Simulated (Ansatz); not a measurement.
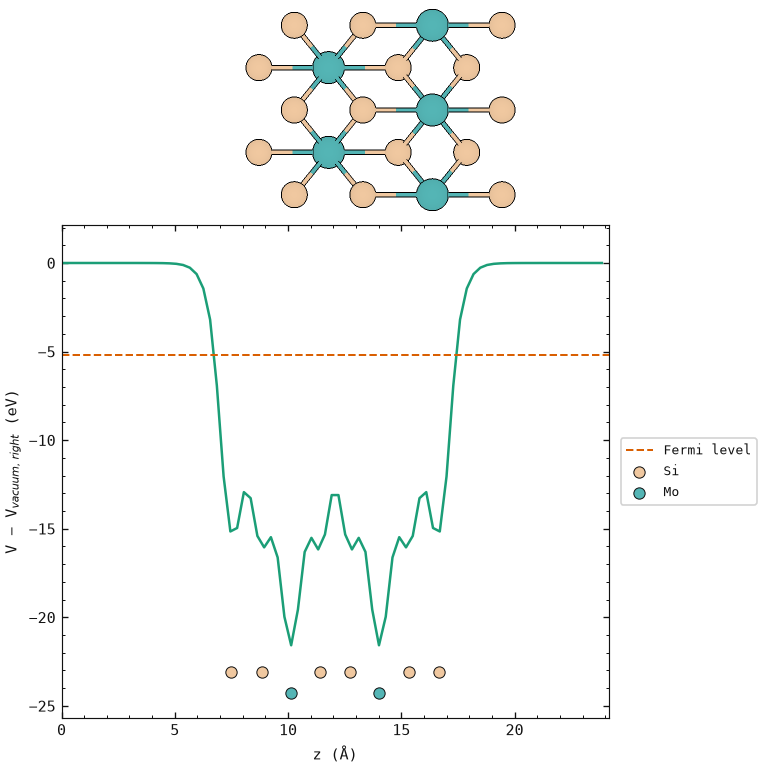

Plane-averaged electrostatic potential energy of an electron across the slab; circles at the bottom mark the heights of the atoms. The structure is drawn too.

Calculation on a (001) slab cut from Si₂Mo (I4/mmm), unrelaxed, of composition Si₃Mo (not the bulk's), ended by Si planes, 8 atoms in the cell; a = 3.19 Å, b = 3.19 Å, c = 24.15 Å, α = 90.00°, β = 90.00°, γ = 90.00°.

Method: DFT PBEsol, scalar-relativistic, plane waves, PAW, no spin polarisation, 11×11×1 k mesh, 420 eV cutoff (Ansatz).

What is the work function?

Answer. The work function is 5.20 eV, the same on both faces. The two vacuum levels agree, so the slab has no net dipole along its normal.

How thick are slab and vacuum?

Answer. The outermost atoms are 9.2 Å apart, which leaves 15.0 Å of vacuum in a cell 24.2 Å high.

The atoms aren't at rest in this cell (largest force 0.3 eV/Å), so the relaxed material can differ.
